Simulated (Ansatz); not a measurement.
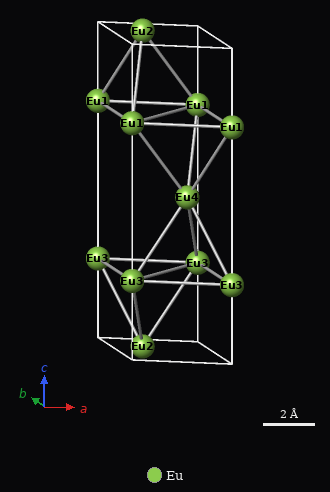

Figure 1. The structure (ball-and-stick view of the cell of the calculation, seen slightly off an axis; atoms are numbered from 1 in the order of the input). Near neighbours in the crystal (not all of them lie inside the picture): Eu has 12 Eu at 3.93 to 3.98 Å.

**Two runs on Eu**

System: Eu (P-6m2, 4 atoms in the cell).
Method of run A: DFT, PBE, PAW with Ansatz's default frozen-core files, scalar-relativistic (Ansatz 0.2.0).

The structure derives from a Materials Project entry. Text and figures count atoms from 1; the logs count them from 0 in places.

**Input file, run A**
```yaml
crystal:
  lattice:
    - [3.983096492, 0.0, 0.0]
    - [-1.991548246, 3.4494627478, 0.0]
    - [0.0, 0.0, 12.76623735]
  atoms:
    - { symbol: Eu, position: [0.0, 0.0, 0.74977236], spin: 7.2, spin_axis: [0.0, 0.0, 1.0] }
    - { symbol: Eu, position: [0.3333333333, 0.6666666667, 0.0], spin: 7.2, spin_axis: [0.0, 0.0, 1.0] }
    - { symbol: Eu, position: [0.0, 0.0, 0.25022764], spin: 7.2, spin_axis: [0.0, 0.0, 1.0] }
    - { symbol: Eu, position: [0.6666666667, 0.3333333333, 0.5], spin: 7.2, spin_axis: [0.0, 0.0, 1.0] }
magnetization:
  noncollinear: true
kpoints:
  mp_grid: { grid: [7, 7, 2] }
scf:
  occupations: { method: fermi_dirac, width: 0.1 }
hamiltonian:
  xc: pbe
  pseudopotentials: { kind: paw }
output:
  eigenvalues: false
```

Launched with:
```bash
ansatz run input.yaml --threads 2 --pin off --max-ram 6144MiB --backend cpu --events-out ev --progress --plain --runs-dir out
```

Hardware: 2 threads of Arm Neoverse V1, 24 GiB of memory available, shared host.

**Output, shortened to warnings, some set-up lines, iterations and results (run A)**
```
Basis set: ecut = 420 eV, 3451 PW (Γ)
Symmetry: 12 space group operations
k-points: 16 of 98 (time reversal used)
Initial density: superposition of atomic densities (chi_scale 0.1, normalization cell)
[...]
SCF iter   1: F=—  HF=-35062.487747 eV  |F-HF|=—  |Δ(HF+E_count)|=         —  Δρ=4.48e-2 (↑4.48e-2 ↓1.90e-2)  dr2=1.13e0  dr2_m=1.57e0  M=28.876 μB ∫|m|=28.876 μB  β_m=0.30  …
SCF iter   2: F=—  HF=-35063.562603 eV  |F-HF|=—  |Δ(HF+E_count)|=    1.07e0  Δρ=2.79e-2 (↑2.79e-2 ↓1.34e-2)  dr2=3.64e-1  dr2_m=6.59e-1  M=28.925 μB ∫|m|=28.925 μB  β_m=0.47 …
SCF iter   3: F=—  HF=-35065.004108 eV  |F-HF|=—  |Δ(HF+E_count)|=    1.44e0  Δρ=1.52e-2 (↑1.52e-2 ↓4.27e-3)  dr2=2.21e-1  dr2_m=1.41e-1  M=29.225 μB ∫|m|=29.225 μB  β_m=0.70 …
SCF iter   4: F=—  HF=-35065.928128 eV  |F-HF|=—  |Δ(HF+E_count)|=   9.24e-1  Δρ=5.17e-3 (↑5.17e-3 ↓2.76e-3)  dr2=1.20e-1  dr2_m=6.76e-3  M=29.715 μB ∫|m|=29.715 μB  β_m=0.85 …
SCF iter   5: F=—  HF=-35066.061240 eV  |F-HF|=—  |Δ(HF+E_count)|=   1.33e-1  Δρ=1.02e-3 (↑1.02e-3 ↓9.21e-4)  dr2=6.76e-3  dr2_m=2.88e-4  M=29.975 μB ∫|m|=29.975 μB  β_m=0.92 …
[... 9 lines ...]
SCF iter  15: F=-35066.066820 eV  HF=-35066.066820 eV  |F-HF|=8.79e-9  |Δ(HF+E_count)|=   2.44e-8  Δρ=2.50e-6 (↑2.50e-6 ↓3.07e-7)  dr2=1.02e-8  dr2_m=2.55e-9  M=30.008 μB …
SCF 1 converged in 15 iterations: F = -35066.066820 eV  dr2 = 1.02e-8
SCF iter   1: F=—  HF=-35066.066820 eV  |F-HF|=—  |Δ(HF+E_count)|=         —  Δρ=3.47e-6  dr2=1.61e-8  dr2_m=4.84e-9  ethr=1.10e-7  |M|=3.00e1 ∫|m|=3.00e1 μB  |m|>n=0.0e0 …
SCF iter   2: F=-35066.066820 eV  HF=-35066.066820 eV  |F-HF|=3.92e-8  |Δ(HF+E_count)|=  6.84e-10  Δρ=4.66e-6  dr2=3.21e-8  dr2_m=8.72e-9  ethr=2.37e-11  |M|=3.00e1 …
SCF 2 converged in 2 iterations: F = -35066.066820 eV  dr2 = 3.21e-8
SCF converged after 2 iterations
Stability not checked: this state was not tested for a lower state beside it, because this non-collinear magnet's GGA is evaluated by the locally collinear projection, under which the energy is not smooth in the magnetisation (locally_collinear_gga; see scf.lower_state_search)
Magnetization: |M| = 30.0080 μB,  M = (+0.0000, +0.0000, +30.0080) μB
Absolute magnetization: 30.0080 μB (∫|m|, with the PAW one-centre terms)
Moment direction: held on its axis by an average over the rotations of spin about it
  site 0: m = (+0.0000, +0.0000, +7.1680) μB, |m| = 7.1680 μB  (R = 1.62 Å)
  site 1: m = (+0.0000, +0.0000, +7.1650) μB, |m| = 7.1650 μB  (R = 1.62 Å)
  site 2: m = (+0.0000, +0.0000, +7.1680) μB, |m| = 7.1680 μB  (R = 1.62 Å)
  site 3: m = (+0.0000, +0.0000, +7.1652) μB, |m| = 7.1652 μB  (R = 1.62 Å)
Free energy (F): -35066.066820 eV
Harris-Foulkes:  -35066.066820 eV  (|F-HF|=3.92e-8)
Internal energy: -35065.752484 eV  (E = F + TS)
E sigma→0 (E₀):  -35065.909652 eV
Entropy (-TS):   -0.314336 eV (-78.584 meV/atom)
Fermi energy:    8.630529 eV
--- Per-component energies (eV) ---
  E_band       = -217.564026
  E_kinetic    = 1402.048895
  E_local      = -8754.854433  (includes V_loc(G=0)·N_el)
  E_nonlocal   = 1890.016628
  E_hartree    = 3469.257683
  E_xc         = -706.492747
  E_vxc        = -808.095717  (∫ρ·V_xc dr)
  E_paw        = -25549.215940  (= ΣΔE_a)
  E_vpaw       = -885.213303  (= ΣTr[D̂ρ^β])
  E_aug_tail   = -0.000000  (compensation charges beyond the density's cutoff)
  E_ewald      = -6816.512571
  E_smearing   = -0.314336  (= −TS)
  E_closure    = -0.000000  (closes the sum)
  Σ components = -35066.066820   (vs F -35066.066820, Δ=0.00e0)
settings of this run that can trade accuracy for cost: output.eigenvalues: false. Do not mix this run's numbers with those of runs without the same settings; the input reference describes each key
```

The input of run B differs as follows (lines with − go, lines with + come):
```diff
-    - { symbol: Eu, position: [0.0, 0.0, 0.74977236], spin: 7.2, spin_axis: [0.0, 0.0, 1.0] }
-    - { symbol: Eu, position: [0.3333333333, 0.6666666667, 0.0], spin: 7.2, spin_axis: [0.0, 0.0, 1.0] }
-    - { symbol: Eu, position: [0.0, 0.0, 0.25022764], spin: 7.2, spin_axis: [0.0, 0.0, 1.0] }
-    - { symbol: Eu, position: [0.6666666667, 0.3333333333, 0.5], spin: 7.2, spin_axis: [0.0, 0.0, 1.0] }
+    - { symbol: Eu, position: [0.0, 0.0, 0.74977236], spin: 7.2, spin_axis: [0.57735027, 0.57735027, 0.57735027] }
+    - { symbol: Eu, position: [0.3333333333, 0.6666666667, 0.0], spin: 7.2, spin_axis: [0.57735027, -0.57735027, -0.57735027] }
+    - { symbol: Eu, position: [0.0, 0.0, 0.25022764], spin: 7.2, spin_axis: [-0.57735027, 0.57735027, -0.57735027] }
+    - { symbol: Eu, position: [0.6666666667, 0.3333333333, 0.5], spin: 7.2, spin_axis: [-0.57735027, -0.57735027, 0.57735027] }
```

How does run B compare with run A?

With the same functional and potentials, run B lies 3.4 meV per atom higher. The net moment of the cell goes from 30.01 to 1.42 μB. On the same kind of shared host run B took about 13 times as long.

**Output, shortened to warnings, some set-up lines, iterations and results (run B)**
```
Basis set: ecut = 420 eV, 3451 PW (Γ)
Symmetry: 6 space group operations + 6 with time reversal
k-points: 16 of 98 (time reversal used)
Initial density: superposition of atomic densities (chi_scale 0.1, normalization cell)
[...]
SCF iter   1: F=—  HF=-35058.634381 eV  |F-HF|=—  |Δ(HF+E_count)|=         —  Δρ=3.07e-1  dr2=1.04e1  dr2_m=1.14e2  ethr=3.10e-3  |M|=9.25e-3 ∫|m|=3.12e1 μB  |m|>n=0.0e0 …
SCF iter   2: F=—  HF=-35032.269601 eV  |F-HF|=—  |Δ(HF+E_count)|=    2.64e1  Δρ=4.10e-2  dr2=1.60e0  dr2_m=1.95e0  ethr=3.10e-3  |M|=8.41e-3 ∫|m|=3.06e1 μB  |m|>n=3.0e-3 …
SCF iter   3: F=—  HF=-35048.904635 eV  |F-HF|=—  |Δ(HF+E_count)|=    1.66e1  Δρ=1.13e-2  dr2=4.94e-2  dr2_m=1.41e-1  ethr=2.35e-3  |M|=2.42e-2 ∫|m|=3.01e1 μB  |m|>n=1.2e-3 …
SCF iter   4: F=—  HF=-35055.537085 eV  |F-HF|=—  |Δ(HF+E_count)|=    6.63e0  Δρ=2.24e-2  dr2=8.40e-1  dr2_m=2.67e-1  ethr=7.26e-5  |M|=2.88e-2 ∫|m|=3.02e1 μB  |m|>n=7.0e-4 …
SCF iter   5: F=—  HF=-35061.441222 eV  |F-HF|=—  |Δ(HF+E_count)|=    5.90e0  Δρ=1.33e-2  dr2=2.30e-1  dr2_m=1.23e-1  ethr=7.26e-5  |M|=5.36e-2 ∫|m|=2.97e1 μB  |m|>n=0.0e0 …
[... 33 lines ...]
SCF iter   4: F=—  HF=-35066.053299 eV  |F-HF|=—  |Δ(HF+E_count)|=   3.50e-7  Δρ=2.22e-5  dr2=7.64e-7  dr2_m=2.84e-7  ethr=8.42e-11  |M|=1.41e0 ∫|m|=3.00e1 μB  |m|>n=0.0e0 …
SCF iter   5: F=—  HF=-35066.053299 eV  |F-HF|=—  |Δ(HF+E_count)|=   5.95e-8  Δρ=1.25e-5  dr2=2.30e-8  dr2_m=1.61e-7  ethr=8.42e-11  |M|=1.41e0 ∫|m|=3.00e1 μB  |m|>n=0.0e0 …
SCF iter   6: F=—  HF=-35066.053299 eV  |F-HF|=—  |Δ(HF+E_count)|=   1.37e-7  Δρ=1.94e-5  dr2=2.09e-8  dr2_m=2.73e-7  ethr=3.38e-11  |M|=1.42e0 ∫|m|=3.00e1 μB  |m|>n=0.0e0 …
SCF iter   7: F=-35066.053299 eV  HF=-35066.053299 eV  |F-HF|=2.91e-10  |Δ(HF+E_count)|=   5.44e-8  Δρ=1.04e-5  dr2=1.75e-9  dr2_m=5.91e-8  ethr=3.07e-11  |M|=1.42e0 …
SCF 2 converged in 7 iterations: F = -35066.053299 eV  dr2 = 1.75e-9
WARN: this state was not checked for a lower one beside it: the run's test of it (scf.lower_state_search) could not run behind this SCF: none is made under non-collinear spin (noncollinear)
SCF converged after 148 iterations (141 of them on 82 bands)
Magnetization: |M| = 1.4165 μB,  M = (-0.0445, -1.4151, +0.0445) μB
Absolute magnetization: 29.9794 μB (∫|m|, with the PAW one-centre terms)
  site 0: m = (+5.0029, -0.3307, +5.0838) μB, |m| = 7.1403 μB  (R = 1.62 Å)
  site 1: m = (+5.0400, +0.2397, -5.0400) μB, |m| = 7.1317 μB  (R = 1.62 Å)
  site 2: m = (-5.0838, -0.3307, -5.0029) μB, |m| = 7.1403 μB  (R = 1.62 Å)
  site 3: m = (-5.0001, -0.9340, +5.0001) μB, |m| = 7.1326 μB  (R = 1.62 Å)
Free energy (F): -35066.053299 eV
Harris-Foulkes:  -35066.053299 eV  (|F-HF|=2.91e-10)
Internal energy: -35065.744119 eV  (E = F + TS)
E sigma→0 (E₀):  -35065.898709 eV
Entropy (-TS):   -0.309180 eV (-77.295 meV/atom)
Fermi energy:    8.629622 eV
--- Per-component energies (eV) ---
  E_band       = -216.874967
  E_kinetic    = 1401.709649
  E_local      = -8755.908311  (includes V_loc(G=0)·N_el)
  E_nonlocal   = 1890.882912
  E_hartree    = 3470.077856
  E_xc         = -706.356321
  E_vxc        = -807.907501  (∫ρ·V_xc dr)
  E_paw        = -25549.637335  (= ΣΔE_a)
  E_vpaw       = -885.803161  (= ΣTr[D̂ρ^β])
  E_aug_tail   = -0.000000  (compensation charges beyond the density's cutoff)
  E_ewald      = -6816.512571
  E_smearing   = -0.309180  (= −TS)
  E_closure    = -0.000000  (closes the sum)
  Σ components = -35066.053299   (vs F -35066.053299, Δ=0.00e0)
settings of this run that can trade accuracy for cost: output.eigenvalues: false. Do not mix this run's numbers with those of runs without the same settings; the input reference describes each key
```

**The two runs side by side**

| quantity | run A | run B |
| --- | --- | --- |
| outcome | converged | converged |
| free energy per atom (eV) | −8766.5167 | −8766.5133 |
| energy per atom, smearing taken to zero (eV) | −8766.4774 | −8766.4747 |
| net moment of the cell (μB) | 30.01 | 1.42 |
| absolute moment of the cell (μB) | 30.01 | 29.98 |
| irreducible k-points | 16 | 16 |
| plane waves at Γ | 3451 | 3451 |
| wall time (shared host) | 55 s | 12 min |

For run B: Warnings: the state was not tested for a lower one.
